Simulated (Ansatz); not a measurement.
## Geometry relaxation of ZnS (part 2 of 2)

Continued. System: ZnS (4 atoms in the cell). Method: DFT PBE, scalar-relativistic, plane waves, PAW, no spin polarisation (Ansatz 0.2.0); cutoff 420 eV, 12×12×6 k-mesh, Gaussian smearing of 0.02 eV. The structure derives from a Materials Project entry.

Geometry of the input (Å; fractional positions):
```
3.8058  0.0000  0.0000
-1.9029  3.2959  0.0000
0.0000  0.0000  6.2380
Zn 0.3333  0.6667  0.0001
Zn 0.6667  0.3333  0.5001
S  0.3333  0.6667  0.3749
S  0.6667  0.3333  0.8749
```

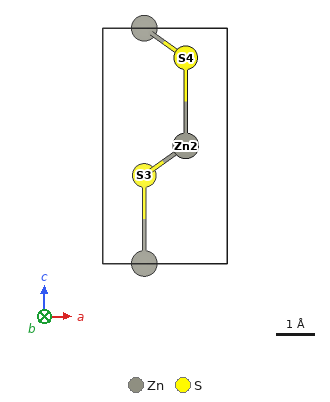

Figure 1. The geometry at step 2 of the log (ball-and-stick view of the cell of the calculation, along the b axis; atoms are numbered from 1 in the order of the input).

Output, continued:
```
SCF iter   1: F=—  HF=-8445.456572 eV  |F-HF|=—  |Δ(HF+E_count)|=         —  Δρ=5.46e-4  dr2=2.28e-4  ethr=1.15e-6  ⟨swp⟩=2.0  Hψ=9154  notcnv=0
preconditioner: auto → Resta (q_TF=auto, 2.385 Å⁻¹)  ε∞=6.5  [insulator: Δε(μ)=2.080 eV  Ē_g=10.534 eV  σ=0.020 eV  W_gap=1.00  n_scr=22 (ndim 8)  ℏωp=24.8 eV  f_vac=0.043  D(μ)=0.00/eV (n_scr^D=0)  ε∞_Penn≈6.5]
SCF iter   2: F=—  HF=-8445.456476 eV  |F-HF|=—  |Δ(HF+E_count)|=   9.57e-5  Δρ=2.70e-4  dr2=7.42e-5  ethr=6.32e-7  ⟨swp⟩=2.0  Hψ=2831  notcnv=0
SCF iter   3: F=—  HF=-8445.456483 eV  |F-HF|=—  |Δ(HF+E_count)|=   6.38e-6  Δρ=2.12e-4  dr2=2.08e-5  ethr=2.06e-7  ⟨swp⟩=2.0  Hψ=2876  notcnv=0
SCF iter   4: F=—  HF=-8445.456476 eV  |F-HF|=—  |Δ(HF+E_count)|=   6.25e-6  Δρ=5.08e-5  dr2=2.92e-6  ethr=5.77e-8  ⟨swp⟩=2.0  Hψ=2888  notcnv=0
SCF iter   5: F=-8445.456480 eV  HF=-8445.456479 eV  |F-HF|=5.33e-7  |Δ(HF+E_count)|=   2.78e-6  Δρ=1.65e-5  dr2=2.72e-7  ethr=1.11e-9  ⟨swp⟩=6.9  Hψ=12099  notcnv=0
SCF 3 converged in 5 iterations: F = -8445.456480 eV  dr2 = 2.72e-7
  greatest PAW one-centre occupation: 0.984 electrons in one spin orbital (limit 2), on the Zn atom at site 1 (counted from 0), in its partial waves of l = 2
relax step   3: F+E_penalty+E_count = -8445.45647981 eV  Δ(F+E_penalty+E_count) = -2.728e-3 eV  max|allowed force component| = 9.265e-4 eV/Å  Δτ_max = 0.0000 Å  P = +0.048 GPa  Ω = 80.681 Å³  energy of the carried Pulay correction = -1.021e-3 eV  (5 SCF iters, dr2 threshold 4.00e-7 eV, accepted)
Initial wavefunctions: pseudopotential atomic-orbital guess (no wavefunctions were taken with the density)
iter 1 solved again at ethr=1.48e-7 eV; its pass at ethr=3.10e-3 eV (dr2=5.34e-5 eV) is discarded
SCF iter   1: F=—  HF=-8445.455645 eV  |F-HF|=—  |Δ(HF+E_count)|=         —  Δρ=3.06e-4  dr2=2.06e-6  ethr=1.48e-7  ⟨swp⟩=3.0  Hψ=12747  notcnv=0
preconditioner: auto → Resta (q_TF=auto, 2.385 Å⁻¹)  ε∞=6.5  [insulator: Δε(μ)=2.082 eV  Ē_g=10.534 eV  σ=0.020 eV  W_gap=1.00  n_scr=22 (ndim 8)  ℏωp=24.8 eV  f_vac=0.042  D(μ)=0.00/eV (n_scr^D=0)  ε∞_Penn≈6.5]
SCF iter   2: F=—  HF=-8445.457005 eV  |F-HF|=—  |Δ(HF+E_count)|=   1.36e-3  Δρ=1.67e-4  dr2=2.18e-6  ethr=5.73e-9  ⟨swp⟩=2.0  Hψ=2993  notcnv=0
SCF iter   3: F=—  HF=-8445.457410 eV  |F-HF|=—  |Δ(HF+E_count)|=   4.05e-4  Δρ=6.31e-5  dr2=1.72e-7  ethr=5.73e-9  ⟨swp⟩=2.0  Hψ=2795  notcnv=0
SCF iter   4: F=—  HF=-8445.457489 eV  |F-HF|=—  |Δ(HF+E_count)|=   7.87e-5  Δρ=5.17e-6  dr2=2.22e-8  ethr=4.77e-10  ⟨swp⟩=2.0  Hψ=3017  notcnv=0
SCF iter   5: F=—  HF=-8445.457489 eV  |F-HF|=—  |Δ(HF+E_count)|=   1.54e-7  Δρ=2.55e-6  dr2=9.14e-9  ethr=6.17e-11  ⟨swp⟩=2.0  Hψ=2898  notcnv=0
SCF iter   6: F=—  HF=-8445.457489 eV  |F-HF|=—  |Δ(HF+E_count)|=   1.67e-8  Δρ=9.53e-7  dr2=1.40e-9  ethr=2.54e-11  ⟨swp⟩=2.1  Hψ=2942  notcnv=0
SCF iter   7: F=-8445.457489 eV  HF=-8445.457489 eV  |F-HF|=1.91e-10  |Δ(HF+E_count)|=   4.07e-9  Δρ=2.73e-7  dr2=3.52e-11  ethr=1.00e-12  ⟨swp⟩=4.6  Hψ=9199  notcnv=0
SCF 4 converged in 7 iterations: F = -8445.457489 eV  dr2 = 3.52e-11
relax step   4: F+E_penalty+E_count = -8445.45748898 eV  Δ(F+E_penalty+E_count) = -1.009e-3 eV  max|allowed force component| = 9.670e-4 eV/Å  Δτ_max = 0.0000 Å  P = +0.048 GPa  Ω = 80.681 Å³  stress off target by 4.84e-2 GPa  SCF on the basis re-selected at this cell (its energy is not comparable with the rows above)  (7 SCF iters)
basis re-selected at this cell: Δ(F+E_penalty+E_count) = -1.009e-3 eV, ΔP = -0.000 GPa vs the last step (what re-selecting the basis moved, of the pressure what is left beyond the Pulay correction that the steps carried, after the strain that the cell walked since its last selection, with what the two solves' SCF thresholds leave and, on support functions, any second-order correction that the steps lacked; it is no measure of the basis error at this ecutwfc). This SCF's stress stands 4.84e-2 GPa from its target on what of the cell is left free (relax.cell.stress_tol is 5.00e-2 GPa) and its largest allowed force component is 9.67e-4 eV/Å (relax.f_tol is 5.00e-3 eV/Å): within both
SCF converged after 7 iterations
Free energy (F): -8445.457489 eV
Harris-Foulkes:  -8445.457489 eV  (|F-HF|=1.91e-10)
Internal energy: -8445.457489 eV  (E = F + TS)
E sigma→0 (E₀):  -8445.457489 eV
Fermi energy:    6.559952 eV
--- Per-component energies (eV) ---
  E_band       = 2.610607
  E_kinetic    = 475.662916
  E_local      = -4116.815779  (includes V_loc(G=0)·N_el)
  E_nonlocal   = 1285.932386
  E_hartree    = 1720.946108
  E_xc         = -468.220877
  E_vxc        = -278.331391  (∫ρ·V_xc dr)
  E_paw        = -4857.632197  (= ΣΔE_a)
  E_vpaw       = -805.728796  (= ΣTr[D̂ρ^β])
  E_aug_tail   = -0.000708  (compensation charges beyond the density's cutoff)
  E_ewald      = -2485.329337
  E_smearing   = -0.000000  (= −TS)
  E_closure    = -0.000000  (closes the sum)
  Σ components = -8445.457489   (vs F -8445.457489, Δ=0.00e0)
--- Forces (eV/Å), atoms counted from 1 ---
  atom   1  Zn     0.00000000    -0.00000000    -0.00096723
  atom   2  Zn    -0.00000000     0.00000000    -0.00096723
  atom   3  S      0.00000000    -0.00000000     0.00096680
  atom   4  S     -0.00000000     0.00000000     0.00096680
  max |Σ_I F_I| component: 8.59e-7 eV/Å
--- Stress (GPa, compression-positive) ---
        0.048439      -0.000000      -0.000000
       -0.000000       0.048439       0.000000
       -0.000000       0.000000       0.046134
  P = ⅓ Tr σ = 0.0477 GPa (0.477 kbar)
--- Band table (eV; the first three rows and the last of 76) ---
  k-point 0: bands = ["-7.4954", "-6.6042", "-0.7369", "-0.7247", "-0.7247", "-0.6461", "-0.6461", "-0.3045", "-0.3045", "-0.2322", "-0.2322", "-0.0805", "0.3476", "4.6632", "4.6632", "5.4437", "5.5193", "5.5193", "7.6004", "8.5707", "11.8246", "11.8246"]
  k-point 1: bands = ["-7.4441", "-6.6744", "-0.7397", "-0.7212", "-0.7212", "-0.6532", "-0.6532", "-0.3547", "-0.2984", "-0.2984", "-0.2356", "-0.2356", "0.8409", "4.7160", "4.7160", "4.8696", "5.4568", "5.4568", "8.1074", "8.6384", "11.8641", "11.8641"]
  k-point 2: bands = ["-7.2988", "-6.8569", "-0.7381", "-0.7103", "-0.7103", "-0.6712", "-0.6712", "-0.5919", "-0.2824", "-0.2824", "-0.2461", "-0.2461", "1.6935", "3.8139", "4.8634", "4.8634", "5.2902", "5.2902", "8.8115", "8.8192", "11.7441", "12.0042"]
  k-point 75: bands = ["-6.3694", "-6.3694", "-0.5996", "-0.5996", "-0.5681", "-0.5681", "-0.3669", "-0.3669", "-0.3027", "-0.3027", "0.0456", "0.0456", "0.8950", "0.8950", "2.5985", "2.5985", "4.2236", "4.2236", "9.9732", "9.9732", "11.8590", "11.8590"]
--- Relaxed structure (3 steps of the walk, 3 accepted, 1 SCFs on fresh bases) ---
  F+E_penalty+E_count = -8445.45748898 eV   max|allowed force component| = 9.670e-4 eV/Å   (the final SCF, on the basis selected at the relaxed cell)
  cell:  # Å, volume = 80.6813 Å³
    - [3.8440669357141615, -2.915776168896979e-11, -1.8279296934466627e-33]
    - [-1.9220334678318294, 3.329059620190845, -2.7331031643796378e-34]
    - [-2.9961118381817942e-33, -9.362849494318107e-35, 6.304643049114857]
  atoms:
    - { symbol: Zn, position: [0.33333333333333326, 0.6666666666666666, 0.0002666737209361418] }
    - { symbol: Zn, position: [0.6666666666666666, 0.33333333333333337, 0.500266673720936] }
    - { symbol: S, position: [0.33333333333333326, 0.6666666666666666, 0.3747333262790638] }
    - { symbol: S, position: [0.6666666666666666, 0.33333333333333337, 0.8747333262790636] }
```

Trajectory as extended XYZ (Å, eV, eV/Å), 4 frames, from step=1 to step=4:
```
4
Lattice="3.8058 0.0000 0.0000 -1.9029 3.2959 0.0000 0.0000 0.0000 6.2380" Properties=species:S:1:pos:R:3:forces:R:3 step=1 energy=-8445.43991 pressure_GPa=2.33
Zn    0.0000    2.1973    0.0009    0.0000   0.0000   0.0106
Zn    1.9029    1.0986    3.1199    0.0000   0.0000   0.0106
S     0.0000    2.1973    2.3384    0.0000   0.0000  -0.0106
S     1.9029    1.0986    5.4574    0.0000   0.0000  -0.0106
4
Lattice="3.8273 0.0000 0.0000 -1.9136 3.3145 0.0000 0.0000 0.0000 6.2799" Properties=species:S:1:pos:R:3:forces:R:3 step=2 energy=-8445.45375 pressure_GPa=0.95
Zn    0.0000    2.2097    0.0017    0.0000   0.0000   0.0041
Zn    1.9136    1.1048    3.1417    0.0000   0.0000   0.0041
S     0.0000    2.2097    2.3533    0.0000   0.0000  -0.0041
S     1.9136    1.1048    5.4932    0.0000   0.0000  -0.0041
4
Lattice="3.8441 0.0000 0.0000 -1.9220 3.3291 0.0000 0.0000 0.0000 6.3046" Properties=species:S:1:pos:R:3:forces:R:3 step=3 energy=-8445.45648 pressure_GPa=0.05
Zn    0.0000    2.2194    0.0017    0.0000   0.0000  -0.0009
Zn    1.9220    1.1097    3.1540    0.0000   0.0000  -0.0009
S     0.0000    2.2194    2.3626    0.0000   0.0000   0.0009
S     1.9220    1.1097    5.5149    0.0000   0.0000   0.0009
4
Lattice="3.8441 0.0000 0.0000 -1.9220 3.3291 0.0000 0.0000 0.0000 6.3046" Properties=species:S:1:pos:R:3:forces:R:3 step=4 energy=-8445.45749 pressure_GPa=0.05
Zn    0.0000    2.2194    0.0017    0.0000   0.0000  -0.0010
Zn    1.9220    1.1097    3.1540    0.0000   0.0000  -0.0010
S     0.0000    2.2194    2.3626    0.0000   0.0000   0.0010
S     1.9220    1.1097    5.5149    0.0000   0.0000   0.0010
```

Key numbers:

| quantity | value |
| --- | --- |
| outcome | converged |
| space group (tolerance 0.01 Å) | P6₃mc (186) |
| electrons treated | 36 |
| free energy | −8445.4575 eV |
| Fermi energy | 6.560 eV |
| gap on the k-point mesh | 2.08 eV |
| pressure | 0.05 GPa |
| final volume | 80.68 Å³ |
| largest force (length of the vector) at the end | 0.001 eV/Å |
| final cell | a = 3.844 Å, b = 3.844 Å, c = 6.305 Å, α = 90.00°, β = 90.00°, γ = 120.00° |
| hardware | 4 threads of Arm Neoverse V2, 24 GiB of memory available, shared host |
| wall time | 15 s (CPU time 58 s) |
| peak memory | 0.43 GiB |
